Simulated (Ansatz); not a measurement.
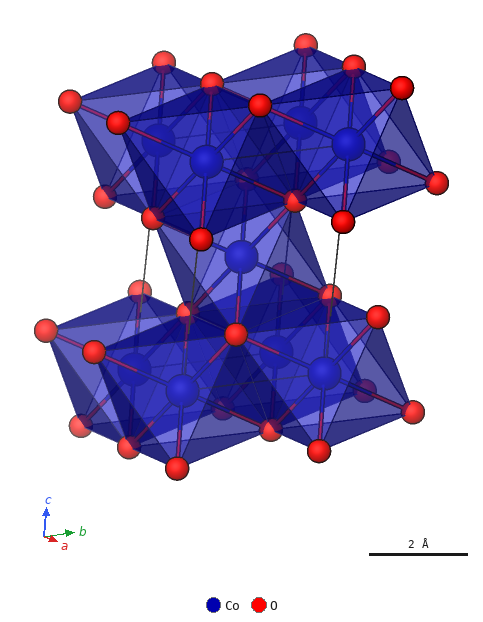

**Figure 1.** The structure (polyhedral view of the reduced cell, seen slightly off an axis; polyhedra are completed across the faces of the cell).

## Single-point calculation, with input and output: CoO (part 1 of 2)

The run: single-point calculation of CoO (Fm-3m, 4 atoms in the cell). Method and program: DFT LDA+U, scalar-relativistic, plane waves, PAW, Ueff = 2 eV on Co atom 1 d; Ueff = 2 eV on Co atom 3 d, spin-polarised (Ansatz 0.2.0).

The structure derives from an entry of the Crystallography Open Database. It belongs to a series of runs on one base structure; here: antiferromagnetic start, free. Figures and captions count atoms from 1; the log counts them from 0 in places.

Input file:
```yaml
crystal:
  lattice:
    - [0.0, 2.13150166, 2.13150166]
    - [2.13150166, 0.0, 2.13150166]
    - [4.26300332, 4.26300332, 0.0]
  atoms:
    - { symbol: Co, position: [0.0, 0.0, 0.0], spin: 3.0 }
    - { symbol: O, position: [0.5, 0.5, 0.25] }
    - { symbol: Co, position: [0.0, 0.0, 0.5], spin: -3.0 }
    - { symbol: O, position: [0.5, 0.5, 0.75] }
basis:
  ecutwfc: 420
  ecutrho_ratio: 4
kpoints:
  mp_grid: { grid: [8, 8, 8] }
hamiltonian:
  xc: lda
  hubbard:
    sites:
      - { site: 0, l: d, u_eff: 2.0, starting_ns: [{ spin: up, occupation_matrix: s0up }, { spin: down, occupation_matrix: s0down }] }
      - { site: 2, l: d, u_eff: 2.0, starting_ns: [{ spin: up, occupation_matrix: s2up }, { spin: down, occupation_matrix: s2down }] }
    occupation_matrices:
      s0up:
        matrix:
          - [0.97, 0.0, 0.0, 0.0, 0.0]
          - [0.0, 0.97, 0.0, 0.0, 0.0]
          - [0.0, 0.0, 0.97, 0.0, 0.0]
          - [0.0, 0.0, 0.0, 0.97, 0.0]
          - [0.0, 0.0, 0.0, 0.0, 0.97]
      s0down:
        matrix:
          - [0.04826, 0.06616, 0.06552, 2.0e-05, -0.13184]
          - [0.06616, 0.63428, -0.30749, 0.11404, -0.30708]
          - [0.06552, -0.30749, 0.63419, -0.11428, -0.30716]
          - [2.0e-05, 0.11404, -0.11428, 0.04828, 0.00027]
          - [-0.13184, -0.30708, -0.30716, 0.00027, 0.635]
      s2up:
        matrix:
          - [0.04826, 0.06616, 0.06552, 2.0e-05, -0.13184]
          - [0.06616, 0.63428, -0.30749, 0.11404, -0.30708]
          - [0.06552, -0.30749, 0.63419, -0.11428, -0.30716]
          - [2.0e-05, 0.11404, -0.11428, 0.04828, 0.00027]
          - [-0.13184, -0.30708, -0.30716, 0.00027, 0.635]
      s2down:
        matrix:
          - [0.97, 0.0, 0.0, 0.0, 0.0]
          - [0.0, 0.97, 0.0, 0.0, 0.0]
          - [0.0, 0.0, 0.97, 0.0, 0.0]
          - [0.0, 0.0, 0.0, 0.97, 0.0]
          - [0.0, 0.0, 0.0, 0.0, 0.97]
    ns_hold: { iters: 8 }
scf:
  occupations: { method: gaussian, width: 0.05 }
  lower_state_search: "off"
  max_iter: 150
output:
  forces: true
  stress: true
  eigenvalues: true
  populations: true
  hubbard: { sites: [{ site: 0, l: d }, { site: 2, l: d }] }
  write_density: true
  write_potential: true
  elf: true
  volumetric_format: npy
magnetization:
  spin_polarized: true
```

Launched with:
```bash
ansatz run input.yaml --threads 2 --pin off --max-ram 3072MiB --backend cpu --events-out ev --progress --plain --runs-dir out
```

The program's output:
```
Warning: crystal.symmetry: narrowed to the stabiliser of the occupation matrices — unitary ops 12 → 2, anti-unitary 12 → 2; lowered by the specified shells (site 0, l: d), (site 2, l: d); largest admitted image defect 4.4e-16, smallest excluded 6.4e-4 — at a rounding scale rather than a splitting's, so precision (not physics) most likely lowered the group: (i) a fixed point transcribed at too few decimals — re-emit the block at full precision (to 7 decimals or more, rounded to nearest) from a symmetrised source (a converged report's `n_mat` / `n_mat_spinor`) (of a frozen-density pass: in the run whose state it reads); (ii) an ideal-frame block (an integer orbital projector, an idealised texture) on a cell whose axes stand turned off the Cartesian frame, by the skew part of `crystal.lattice` components quoted to fewer than ~8 significant digits (a pasted vc-relax cell, a converted CIF) or by a rigid turn of the whole cell — no re-emission of the block helps: idealise the lattice (type its vectors, and each `position_ang` with them, on the ideal axes at full precision, or, with the positions in fractional coordinates, give it by lengths and angles where the standard orientation, in which the cell is then laid, is the block's frame; more digits alone cure only the first) (of a frozen-density pass: in the run whose state it reads); (iii) or the lowering is deliberate and this small, and then it is physics — the group the occupation matrices admit
Co: projections on atomic orbitals take those of the free atom [Ne] 3s2 3p6 3d7 4s2, of charge +0.00 (hamiltonian.pseudopotentials.projection_atoms); the dataset's partial waves leave at most 1.4e-6 of an orbital's norm unspanned inside its sphere
O: projections on atomic orbitals take those of the free atom [He] 2s2 2p4, of charge +0.00 (hamiltonian.pseudopotentials.projection_atoms); the dataset's partial waves leave at most 1.9e-8 of an orbital's norm unspanned inside its sphere
Engine: ansatz 0.2.0, x86_64-unknown-linux-gnu
Pseudopotentials: kind: paw
Pseudopotential: Co, paw, valence charge 17, recommended cutoff 420 eV (normal), Co.paw.azcp
Pseudopotential: O, paw, valence charge 6, recommended cutoff 420 eV (normal), O.paw.azcp
Functional definition: SPW92
  exchange = slater_x
  correlation = pw_c
Crystal: 4 atoms, lattice volume = 38.736 Å³
Basis set: ecut = 420 eV, 707 PW (Γ)
Bands: 32, of which v1, the nominal top of the filled ones, is band 23 counted from 1 (22 counted from 0)
Symmetry: 2 space group operations
k-points: 260 of 512
Non-local potential: Co, projectors of the file, l = 0: 3, l = 1: 2, l = 2: 3, l = 3: 1
Non-local potential: O, projectors of the file, l = 0: 2, l = 1: 2, l = 2: 1
PAW form: soft (Blöchl's): semilocal exchange-correlation on the pseudo side does not see the compensation charge
PAW frozen core: Co, regenerated for the run's functional, and the local potential with it (the file was generated under x = pbe(κ = 0.804, μ = 0.2195149727645171), c = pbe(β = 0.06672455060314922))
PAW frozen core: O, regenerated for the run's functional, and the local potential with it (the file was generated under x = pbe(κ = 0.804, μ = 0.2195149727645171), c = pbe(β = 0.06672455060314922))
PAW one-centre angular grid: Co, 590 points (default); XC on 64 Gauss nodes
PAW one-centre angular grid: O, 110 points (default); XC on 64 Gauss nodes
Initial density: superposition of atomic densities (chi_scale 0.1, normalization cell, long waves kept (reshape's long-wave potential 0.00 eV rms))
Starting moments: Σ|m| = 6 μB on 2 of 4 sites
Initial wavefunctions: pseudopotential atomic-orbital guess
Functional: x = slater, c = lda
the translation (0, 0, 0.5) carries every atom to within crystal.symmetry.tolerance of an atom of its element with the starting moment reversed, but both spin channels are solved: the dense FFT box has an odd point count along it
```
